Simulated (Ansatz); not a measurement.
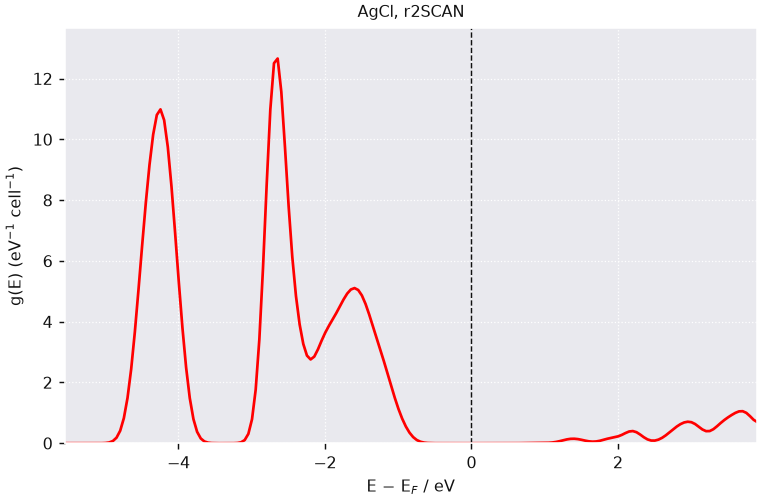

Density of states. Energies are counted from the Fermi level, put mid-gap where there is a gap. The curve is built from the levels of the k mesh with Gaussians 0.3 eV wide, which also blur the band edges.

Calculation on AgCl, space group F-43m (No. 216), 2 atoms in the cell, zincblende type, hydrostatic strain +3.9%.

Method: DFT, r2SCAN, plane waves, PAW, no spin polarisation, 8×8×8 k mesh, 500 eV cutoff (Ansatz 0.2.0).

Question: Metal or insulator, going by the density of states?

Answer: There is a gap; over the k points computed it is 1.79 eV (direct among those points).

Question: How wide is the upper valence band?

Answer: The upper group of valence states starts about 1.9 eV under the valence-band top (which lies at −0.9 eV on this axis), with a gap beneath it; it holds about 10 electrons a cell.
